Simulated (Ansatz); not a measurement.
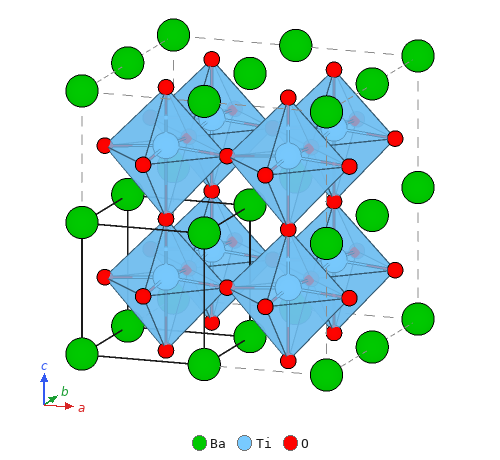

Polyhedra are drawn about Ti (bonds: O–Ti below 2.6 Å); other atoms are plain spheres.

System BaTiO3 (space group P4mm, No. 99); source of the atomic positions: a calculation's input that goes back to an entry of the Crystallography Open Database (an earlier step may have relaxed or displaced it).

**What figure surrounds each Ti atom, and what does it share with the other drawn polyhedra?**

Ti: TiO6 octahedron, sharing corners with six neighbours.

**What is the connectivity of the polyhedra: isolated, groups, chains, layers or framework?**

They form a three-dimensional framework of corner-sharing octahedra.
